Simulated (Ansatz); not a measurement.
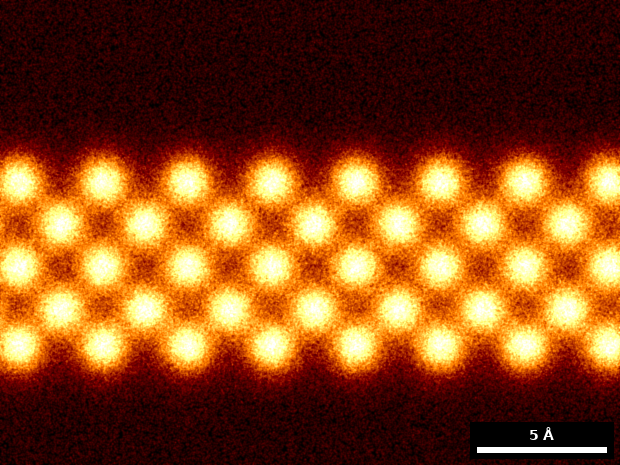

Cross-section of a (100) slab of Ta (Im-3m), seen along a direction in its plane, the normal pointing up. Simulated as the projected potential of neutral atoms (B = 0.5 Å²) blurred by a 1.13 Å probe, the thin-sample limit of integrated differential phase contrast. The display is stretched by a gamma of 0.65; percentages refer to the linear signal. Shot noise was added. Model: the geometry relaxed in a fixed cell under constraints with Ansatz 0.2.0, DFT PBEsol, scalar-relativistic, plane waves, PAW.

**How many atomic planes does the slab have, and what do they hold from top to bottom?**

5 planes (atoms within 0.35 Å in height count as one plane):

```csv
plane,content,depth below the top plane (Å)
1,Ta,0.0
2,Ta,1.6
3,Ta,3.3
4,Ta,5.0
5,Ta,6.4
```

**How thick is it, and how does it end on either side?**

The outermost planes are 6.4 Å apart. The upper face ends in Ta and the lower in Ta, so the sequence of planes is the same from both sides.
